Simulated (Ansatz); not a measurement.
Consider Cu.

```yaml
crystal:
  lattice:
    - [1.25977, -2.18199, 0.00000]
    - [1.25977, 2.18199, 0.00000]
    - [0.00000, 0.00000, 16.86599]
  atoms:
    - { symbol: Cu, position: [0.00000, 0.00000, 0.91527] }
    - { symbol: Cu, position: [0.00000, 0.00000, 0.42712] }
    - { symbol: Cu, position: [0.66667, 0.33333, 0.06102] }
    - { symbol: Cu, position: [0.66667, 0.33333, 0.54916] }
    - { symbol: Cu, position: [0.00000, 0.00000, 0.18305] }
    - { symbol: Cu, position: [0.00000, 0.00000, 0.67120] }
    - { symbol: Cu, position: [0.33333, 0.66667, 0.30509] }
    - { symbol: Cu, position: [0.33333, 0.66667, 0.79323] }
```

Space group P3m1; a point of a scan over the structure, not its minimum; a structure from a database of computed crystals, not necessarily the ambient phase; not relaxed (largest force 0.8 eV/Å); computed pressure about −2 GPa in this cell; computed without spin polarisation; PAW files of the earlier set (soft_1).

All numbers below come from DFT PBEsol, scalar-relativistic, plane waves, PAW in Ansatz.

What will maps of the electron localisation function show?

Answer. Cu–Cu (2.52 Å): the ELF is about 0.20 at the midpoint; no shared electron pair shows on this line.

Does the calculation give a band gap?

Answer. It is gapless in this calculation (a metal or semimetal).

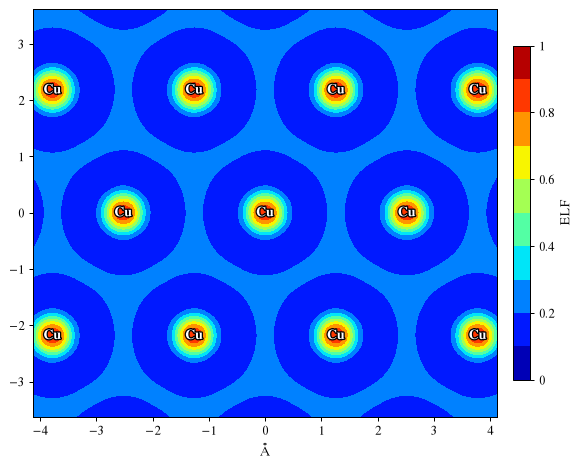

Computed electron localisation function on the (001) plane of the conventional cell. 

Core electrons are frozen (PAW), and the valence fields are smoothed inside the atomic spheres.
